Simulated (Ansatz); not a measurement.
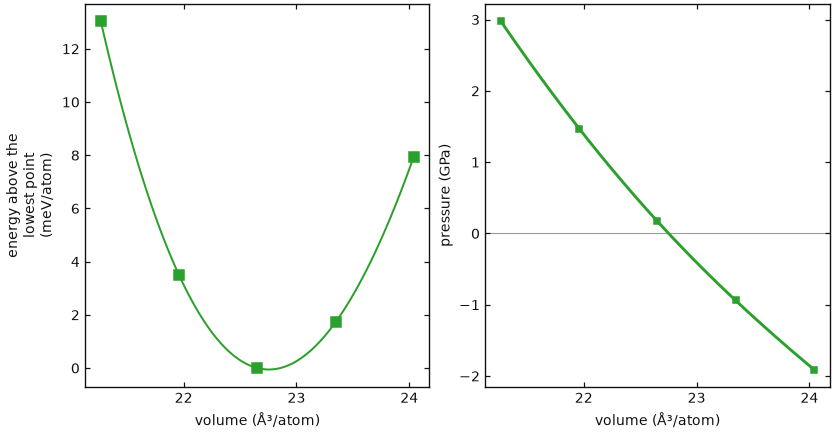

The plot gives the computed energy above the lowest point and pressure against volume for Mg, space group Fm-3m (No. 225) (one of a set of cubic test structures, which need not be the stable phase).

Computed with Ansatz 0.2.0 development build: equation of state of a cubic crystal from periodic Kohn-Sham density functional theory without spin, third-order Birch-Murnaghan fit to the free energies; pressure corrected for the finite basis. Level: r2SCAN.

- structure type: fcc
- atoms in cell: 1
- space group number: 225
- lattice centring: face-centred primitive
- k mesh: 13×13×13
- occupation method: Fermi–Dirac
- occupation width: 0.1 eV
- wave cutoff: 620 eV
- datasets: hand-made PAW
- density tolerance: 1e−09 eV
- bands: 9
- density cutoff ratio: 4
- search for lower states: default
- xc grid level: 2

What equilibrium volume and bulk modulus follow from the curve?

Answer. A third-order Birch–Murnaghan fit gives V0 = 22.75 Å³/atom, B0 = 38.6 GPa and B′ = 3.8.

How does the pressure vary with volume?

Answer. It falls from 2.974 GPa at volume 21.27 Å³/atom to −1.908 GPa at 24.04 Å³/atom, and changes sign near 22.76 Å³/atom.

Note: cubic model structure, not the ambient form.
